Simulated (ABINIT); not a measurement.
Run report: Au, geometry relaxation (part 3 of 3)

The same run, continued: Au (P6₃/mmc, 2 atoms in the cell); Kohn-Sham DFT of a periodic cell, PW91, JTH PAW PBE v2.0, no spin polarisation (ABINIT 10.8.3); cutoff 653.07 eV, 11×11×6 k-mesh, fermi-dirac of 0.05 eV. The structure derives from an entry of the Crystallography Open Database.

Geometry of the input (Å; fractional positions):
```
2.9000  0.0000  0.0000
-1.4500  2.5115  0.0000
0.0000  0.0000  4.8800
Au 0.6667  0.3333  0.2500
Au 0.3333  0.6667  0.7500
```

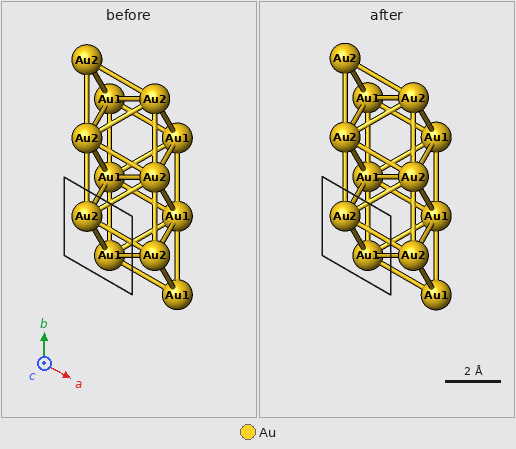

Figure 1. Before (left) and after (right) the relaxation, at one scale (ball-and-stick view of the cell of the calculation, repeated 2 × 3 × 1, along the c axis). No atom moves by more than 0.005 Å relative to the cell. Cell: a = b 2.900 → 2.922 Å (+0.7 %), c 4.880 → 4.884 Å (+0.1 %). Volume +1.6 %. Distances before and after: Au1–Au1 2.900 → 2.922 Å, Au1–Au2 2.959 → 2.968 Å. The space group stays P6_3/mmc (No. 194). Over 4 geometry steps the energy falls by 4.4 meV per cell of the calculation. All forces vanish by symmetry, so only the cell relaxes. (Atoms are counted from 1 in the order of the input.)
